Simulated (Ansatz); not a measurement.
```
CELL_PARAMETERS angstrom
6.60773 0.00000 0.00000
0.00000 2.68917 0.00000
0.00000 0.00000 7.52741
ATOMIC_POSITIONS crystal
Si 0.24512 0.75000 0.62695
Si 0.75488 0.25000 0.37305
Si 0.25488 0.25000 0.12695
Si 0.74512 0.75000 0.87305
Ni 0.94616 0.75000 0.14581
Ni 0.05384 0.25000 0.85419
Ni 0.55384 0.25000 0.64581
Ni 0.44616 0.75000 0.35419
Ni 0.88569 0.75000 0.59875
Ni 0.11431 0.25000 0.40125
Ni 0.61431 0.25000 0.09875
Ni 0.38569 0.75000 0.90125
```

Space group Pnma; computed without spin polarisation.

Method: DFT PBE, scalar-relativistic, plane waves, PAW in Ansatz.

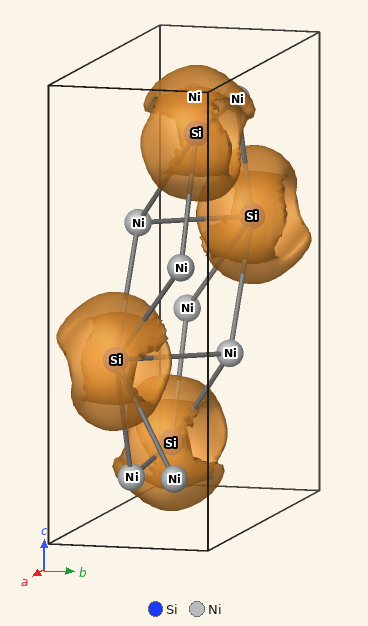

SiNi2. Isosurface of the electron localisation function at 0.6 (orange), seen slightly off an axis. Only the valence region is drawn (cores and ρ < 0.01 e/Å³ removed). Sticks mark near contacts.

In a PAW calculation such maps are meaningful between the atoms, not at the nuclei.

Question: Identify the bonds, lone pairs and shells in this picture.

Answer: At this value the surface marks out four regions wrapped around Si (the valence shell of each), counted in one cell of 12 atoms. Any copies at cell faces, edges or corners count once.

Values along the shortest contacts:
Si–Ni (2.26 Å): the ELF peaks at about 0.70 between the atoms. Si–Ni (2.33 Å): the ELF peaks at about 0.65 in the valence shell of Si, 0.9 Å from its nucleus, and is about 0.45 at the midpoint.
